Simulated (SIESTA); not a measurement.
## A series of single points on Ag

System: Ag (1 atom in the cell).
Method: Kohn-Sham DFT of a periodic cell, PBE, PseudoDojo 0.4 standard NC, numerical atomic orbitals, no spin polarisation (SIESTA 5.4.2).

The 7 runs differ only in the geometry, by an even scaling of the cell at fixed fractional positions. The structure derives from an entry of the Crystallography Open Database.

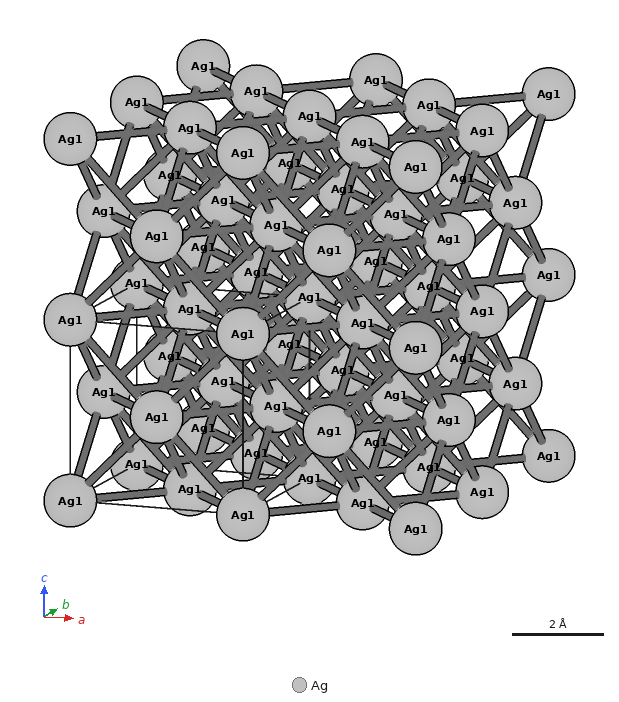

Figure 1. The structure of run 4 (ball-and-stick view of the cell 4 times as large as that of the calculation, set on its symmetry axes, repeated 2 × 2 × 2, seen slightly off an axis; atoms are numbered from 1 in the order of the input).

### Input of run 4
```
SystemName                      Silver
SystemLabel                     Ag
NumberOfSpecies                 1
NumberOfAtoms                   1
%block ChemicalSpeciesLabel
  1  47 Ag
%endblock ChemicalSpeciesLabel
%include structure.fdf

%block kgrid.MonkhorstPack
   11   0   0  0.0
    0  11   0  0.0
    0   0  11  0.0
%endblock kgrid.MonkhorstPack
XC.Functional                   GGA
XC.Authors                      PBE
PAO.BasisSize                   DZP
PAO.EnergyShift                 0.002 Ry
Mesh.Cutoff                     800 Ry
OccupationFunction              FD
ElectronicTemperature           0.05 eV
MaxSCFIterations                120
SCF.MustConverge                false
SCF.Mixer.Method                Pulay
SCF.Mixer.Weight                0.25
SCF.Mixer.History               8
SCF.DM.Tolerance                5.0e-05
SCF.H.Tolerance                 1.0e-03 eV
WriteForces                     true
Charge.Mulliken                 end
Charge.Hirshfeld                end
Charge.Voronoi                  end
SaveRho                         true
SaveElectrostaticPotential      true
```

### File structure.fdf of run 4
```
LatticeConstant                 1.0 Ang
%block LatticeVectors
     0.0000000000     2.0427500000     2.0427500000
     2.0427500000     0.0000000000     2.0427500000
     2.0427500000     2.0427500000     0.0000000000
%endblock LatticeVectors
AtomicCoordinatesFormat         Fractional
%block AtomicCoordinatesAndAtomicSpecies
     0.0000000000     0.0000000000     0.0000000000  1  Ag
%endblock AtomicCoordinatesAndAtomicSpecies
```

Command:
```bash
siesta Ag.fdf > Ag.out 2>&1
```

Lattice vectors (Å) and fractional positions of run 4:
```
   0.000000    2.042750    2.042750
   2.042750    0.000000    2.042750
   2.042750    2.042750    0.000000
Ag  0.000000  0.000000  0.000000
```

Run 2 has the same physical settings and fractional positions; its lattice vectors (Å) are:
```
   0.000000    2.015142    2.015142
   2.015142    0.000000    2.015142
   2.015142    2.015142    0.000000
```

### Results, with one run withheld

| run | volume per atom (Å³) | free energy per atom, from the lowest run given (meV) | pressure (GPa) |
| --- | --- | --- | --- |
| 1 | 16.025 | 76.44 | 14.37 |
| 2 | 16.366 | ? | ? |
| 3 | 16.707 | 29.04 | 8.18 |
| 4 | 17.048 | 15.02 | 5.48 |
| 5 | 17.389 | 5.78 | 3.28 |
| 6 | 17.730 | 0.90 | 1.35 |
| 7 | 18.071 | 0.00 | −0.48 |

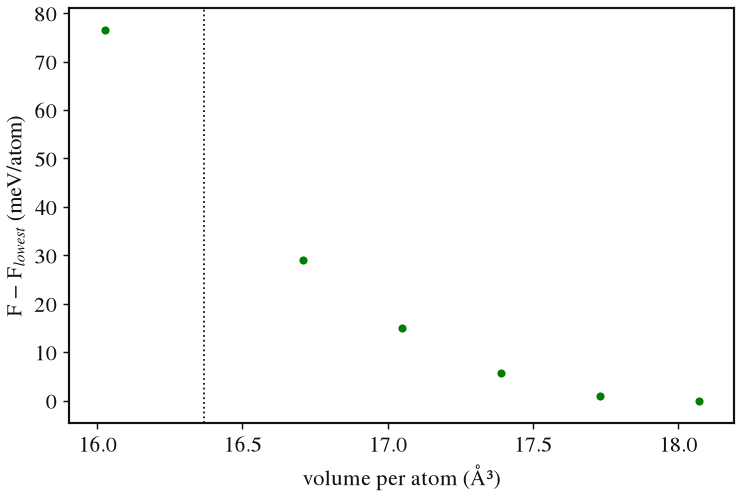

Figure 2. Free energy per atom of the runs given; the dotted line marks run 2.

Estimate the energy of run 2 from the others.

A cubic polynomial in V^(−2/3) (the Birch–Murnaghan form), fitted to the 6 runs given, misses them by at most 0.12 meV per atom. With x = V^(−2/3) − 0.15043 Å⁻², it reads F = 11.978 + 5118.9 x + 5.7119e+05 x² + 6.0491e+06 x³ (meV per atom). At run 2 it gives 49.32 meV per atom, and the run itself gives 49.44. The slope of the fit gives a pressure −dF/dV of 11.03 GPa there, and the run prints 11.05 GPa. The fit has its minimum at 18.004 Å³ per atom, where V d²F/dV² gives 81 GPa: the bulk modulus at this level, since symmetry fixes the shape and the positions.

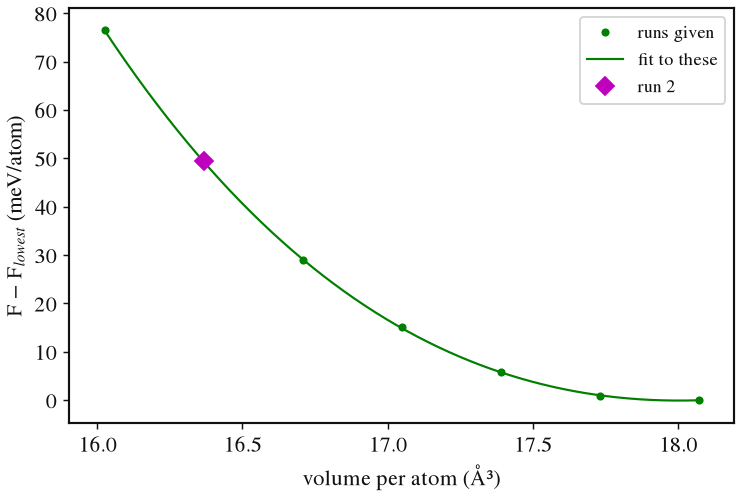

Figure 3. The fit and the withheld run.

### Some lines of the output (run 2)
```
[...]
outcell: Cell volume (Ang**3)        :     16.3662
stepf: Fermi-Dirac step function
siesta: Etot    =     -4216.760595
siesta: FreeEng =     -4216.762953
        iscf     Eharris(eV)        E_KS(eV)     FreeEng(eV)     dDmax    Ef(eV) dHmax(eV)
siesta: E_KS(eV) =            -4217.9392
siesta: E_KS - E_eggbox =     -4217.9392
siesta: Etot    =     -4217.939230
siesta: FreeEng =     -4217.941347
siesta:         Fermi =      -3.037429
siesta: Cell volume =         16.366164 Ang**3
    Orbital volume contribution        =           1.215030 eV
```

Notes: With a small basis of atomic orbitals these values can differ much from converged plane-wave results.
